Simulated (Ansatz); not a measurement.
## TaN: a changed input and its effect

System: TaN (2 atoms in the cell).
Method of run 1: DFT PBEsol, scalar-relativistic, plane waves, PAW, no spin polarisation (Ansatz 0.2.0).

The structure derives from an entry of the Crystallography Open Database. Text and figures count atoms from 1; the logs count them from 0 in places.

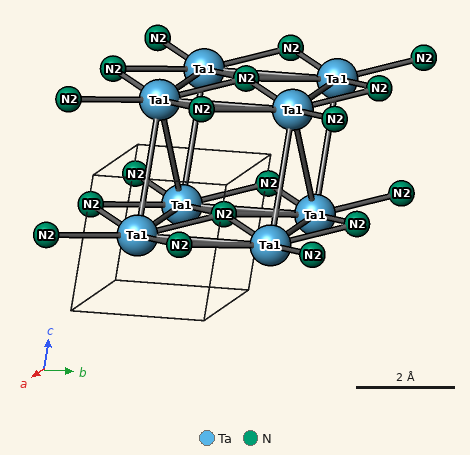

**Figure 1.** The structure as given in the input (ball-and-stick view of the cell of the calculation, set on other vectors, repeated 2 × 2 × 2, seen slightly off an axis; atoms are numbered from 1 in the order of the input). An atom can appear more than once, as a periodic image.

**Input file, run 1**
```yaml
crystal:
  lattice:
    - [2.9239890448, 0.0, 0.0]
    - [-1.4619945224, 2.5322487931, 0.0]
    - [0.0, 0.0, 2.8707276426]
  atoms:
    - { symbol: Ta, position: [0.3333333333, 0.6666666667, 0.5] }
    - { symbol: "N", position: [0.2288698872, 0.1675443858, 0.0] }
basis:
  ecutwfc: 420
kpoints:
  mp_grid: { grid: [24, 24, 20] }
hamiltonian:
  xc: pbesol
scf:
  occupations: { method: gaussian, width: 0.15 }
output:
  forces: true
  stress: true
  eigenvalues: true
```

Command:
```bash
ansatz run input.yaml --threads 2 --pin off --max-ram 5120MiB --backend cpu --events-out ev --progress --plain --runs-dir out
```

Hardware: 2 threads of AMD EPYC (Zen 3), 32 GiB of memory available, shared host.

**Output, shortened to warnings, some set-up lines, iterations and results (run 1)**
```
Basis set: ecut = 420 eV, 405 PW (Γ), exchange–correlation on 40×40×40 points (8 copies of the dense FFT grid, shifted against one another)
Symmetry: 2 space group operations
k-points: 3190 of 11520 (time reversal used)
Initial density: superposition of atomic densities (neutral atoms: chi_scale 0, normalization atom), corrected by the library's trained network
[...]
SCF iter   1: F=—  HF=-10186.015437 eV  |F-HF|=—  |Δ(HF+E_count)|=         —  Δρ=1.60e-2  dr2=4.28e-2  ethr=1.77e-3  ⟨swp⟩=5.4  Hψ=213259  notcnv=0
SCF iter   2: F=—  HF=-10186.010072 eV  |F-HF|=—  |Δ(HF+E_count)|=   5.37e-3  Δρ=9.36e-3  dr2=1.65e-2  ethr=2.38e-4  ⟨swp⟩=1.0  Hψ=66990  notcnv=0
SCF iter   3: F=—  HF=-10186.006784 eV  |F-HF|=—  |Δ(HF+E_count)|=   3.29e-3  Δρ=7.82e-4  dr2=6.87e-5  ethr=9.15e-5  ⟨swp⟩=2.1  Hψ=51525  notcnv=0
SCF iter   4: F=—  HF=-10186.006771 eV  |F-HF|=—  |Δ(HF+E_count)|=   1.31e-5  Δρ=1.51e-4  dr2=4.25e-6  ethr=3.81e-7  ⟨swp⟩=2.1  Hψ=67158  notcnv=0
SCF iter   5: F=-10186.006770 eV  HF=-10186.006770 eV  |F-HF|=3.93e-8  |Δ(HF+E_count)|=   1.11e-6  Δρ=2.17e-5  dr2=6.31e-8  ethr=2.36e-8  ⟨swp⟩=2.6  Hψ=66093  notcnv=0
SCF iter   6: F=-10186.006770 eV  HF=-10186.006770 eV  |F-HF|=8.88e-10  |Δ(HF+E_count)|=   1.69e-8  Δρ=5.47e-6  dr2=3.04e-9  ethr=3.51e-10  ⟨swp⟩=3.4  Hψ=172597  notcnv=0
SCF 1 converged in 6 iterations: F = -10186.006770 eV  dr2 = 3.04e-9
SCF converged after 6 iterations
Free energy (F): -10186.006770 eV
Harris-Foulkes:  -10186.006770 eV  (|F-HF|=8.88e-10)
Internal energy: -10185.998372 eV  (E = F + TS)
E sigma→0 (E₀):  -10186.002571 eV
Entropy (-TS):   -0.008398 eV (-4.199 meV/atom)
Fermi energy:    20.624037 eV
--- Per-component energies (eV) ---
  E_band       = -48.479209
  E_kinetic    = 504.895466
  E_local      = -628.397547  (includes V_loc(G=0)·N_el)
  E_nonlocal   = 65.081392
  E_hartree    = 214.642929
  E_xc         = -279.124435
  E_vxc        = -283.225007  (∫ρ·V_xc dr)
  E_paw        = -8396.437020  (= ΣΔE_a)
  E_vpaw       = -136.119072  (= ΣTr[D̂ρ^β])
  E_aug_tail   = 0.000218  (compensation charges beyond the density's cutoff)
  E_ewald      = -1666.901120
  E_core_change = 0.241745  (= ΣΔE_core)
  E_smearing   = -0.008398  (= −TS)
  E_closure    = 0.000000  (closes the sum)
  Σ components = -10186.006770   (vs F -10186.006770, Δ=0.00e0)
--- Forces (eV/Å), atoms counted from 1 ---
  atom   1  Ta     0.97559748     3.67025437     0.00000000
  atom   2  N     -0.97561022    -3.67027393     0.00000000
  max |Σ_I F_I| component: 1.96e-5 eV/Å
--- Stress (GPa, compression-positive) ---
       18.270521       0.611872       0.000000
        0.611867      34.615244       0.000000
        0.000000       0.000000      52.026618
  P = ⅓ Tr σ = 34.9708 GPa (349.708 kbar)
```

For run 2 the input was changed thus:
```diff
-    - { symbol: "N", position: [0.2288698872, 0.1675443858, 0.0] }
+    - { symbol: "N", position: [-0.1144349436, -0.0837721929, 0.0] }
+  write_density: true
+  write_potential: true
+  elf: true
+  volumetric_format: npy
```

What does this change do to the results?

With the same functional and potentials, run 2 lies 495.3 meV per atom lower. The pressure goes from 34.97 to 14.18 GPa. The largest force goes from 3.798 to 4.438 eV/Å. The number of SCF iterations is the same. On the same kind of shared host run 2 took about 1.5 times as long.

**Output, shortened to warnings, some set-up lines, iterations and results (run 2)**
```
Basis set: ecut = 420 eV, 405 PW (Γ), exchange–correlation on 40×40×40 points (8 copies of the dense FFT grid, shifted against one another)
Symmetry: 2 space group operations
k-points: 3190 of 11520 (time reversal used)
Initial density: superposition of atomic densities (neutral atoms: chi_scale 0, normalization atom), corrected by the library's trained network
[...]
SCF iter   1: F=—  HF=-10187.009547 eV  |F-HF|=—  |Δ(HF+E_count)|=         —  Δρ=1.75e-2  dr2=5.76e-2  ethr=1.77e-3  ⟨swp⟩=5.3  Hψ=205431  notcnv=0
SCF iter   2: F=—  HF=-10187.002664 eV  |F-HF|=—  |Δ(HF+E_count)|=   6.88e-3  Δρ=1.04e-2  dr2=2.35e-2  ethr=3.20e-4  ⟨swp⟩=1.0  Hψ=66990  notcnv=0
SCF iter   3: F=—  HF=-10186.997462 eV  |F-HF|=—  |Δ(HF+E_count)|=   5.20e-3  Δρ=9.77e-4  dr2=1.21e-4  ethr=1.30e-4  ⟨swp⟩=2.0  Hψ=51599  notcnv=0
SCF iter   4: F=—  HF=-10186.997405 eV  |F-HF|=—  |Δ(HF+E_count)|=   5.64e-5  Δρ=1.96e-4  dr2=6.69e-6  ethr=6.70e-7  ⟨swp⟩=2.2  Hψ=67157  notcnv=0
SCF iter   5: F=—  HF=-10186.997426 eV  |F-HF|=—  |Δ(HF+E_count)|=   2.02e-5  Δρ=2.86e-5  dr2=1.16e-7  ethr=3.72e-8  ⟨swp⟩=2.6  Hψ=65146  notcnv=0
SCF iter   6: F=-10186.997426 eV  HF=-10186.997426 eV  |F-HF|=1.27e-9  |Δ(HF+E_count)|=   3.09e-8  Δρ=6.29e-6  dr2=4.32e-9  ethr=5.56e-10  ⟨swp⟩=9.6  Hψ=285315  notcnv=0
SCF 1 converged in 6 iterations: F = -10186.997426 eV  dr2 = 4.32e-9
SCF converged after 6 iterations
Free energy (F): -10186.997426 eV
Harris-Foulkes:  -10186.997426 eV  (|F-HF|=1.27e-9)
Internal energy: -10186.995862 eV  (E = F + TS)
E sigma→0 (E₀):  -10186.996644 eV
Entropy (-TS):   -0.001564 eV (-0.782 meV/atom)
Fermi energy:    20.524621 eV
--- Per-component energies (eV) ---
  E_band       = -49.242900
  E_kinetic    = 502.115768
  E_local      = -610.600063  (includes V_loc(G=0)·N_el)
  E_nonlocal   = 63.706805
  E_hartree    = 206.872838
  E_xc         = -278.597654
  E_vxc        = -282.554759  (∫ρ·V_xc dr)
  E_paw        = -8395.969610  (= ΣΔE_a)
  E_vpaw       = -135.655906  (= ΣTr[D̂ρ^β])
  E_aug_tail   = 0.000213  (compensation charges beyond the density's cutoff)
  E_ewald      = -1674.765903
  E_core_change = 0.241745  (= ΣΔE_core)
  E_smearing   = -0.001564  (= −TS)
  E_closure    = 0.000000  (closes the sum)
  Σ components = -10186.997426   (vs F -10186.997426, Δ=0.00e0)
--- Forces (eV/Å), atoms counted from 1 ---
  atom   1  Ta    -3.50376648    -2.72406786     0.00000000
  atom   2  N      3.50377855     2.72407690     0.00000000
  max |Σ_I F_I| component: 1.21e-5 eV/Å
--- Stress (GPa, compression-positive) ---
       14.459303       6.960732       0.000000
        6.960734       5.269964       0.000000
        0.000000       0.000000      22.813021
  P = ⅓ Tr σ = 14.1808 GPa (141.808 kbar)
```

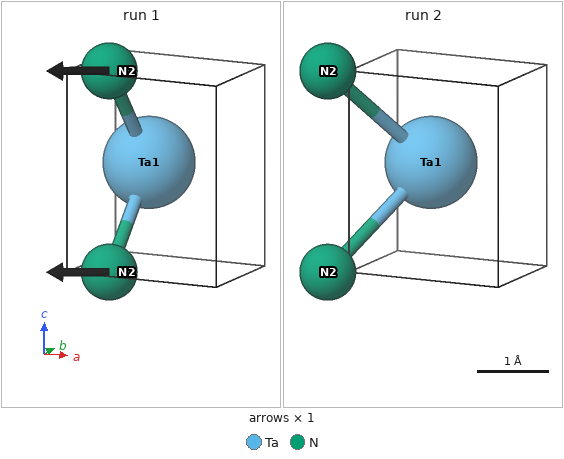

**Figure 2.** The two input geometries at one scale (ball-and-stick view of the cell of the calculation, seen slightly off an axis). The black arrows on the first give the shifts of the atoms relative to the cell, at true length. The atom that moves furthest is N2 (0.90 Å). Ta stays in place. The cell stays as it was. Among the contacts that change: Ta1–N2 2.688 → 2.005 Å.

**The two runs side by side**

```tsv
quantity	run 1	run 2
outcome	converged	converged
free energy per atom (eV)	−5093.0034	−5093.4987
energy per atom, smearing taken to zero (eV)	−5093.0013	−5093.4983
gap on the mesh (eV)	0.00	0.00
pressure (GPa)	34.97	14.18
largest force (eV/Å)	3.798	4.438
SCF iterations	6	6
irreducible k-points	3190	3190
plane waves at Γ	405	405
wall time (shared host)	26 s	37 s
```

For both runs: Spin–orbit coupling is left out, which matters for Ta.
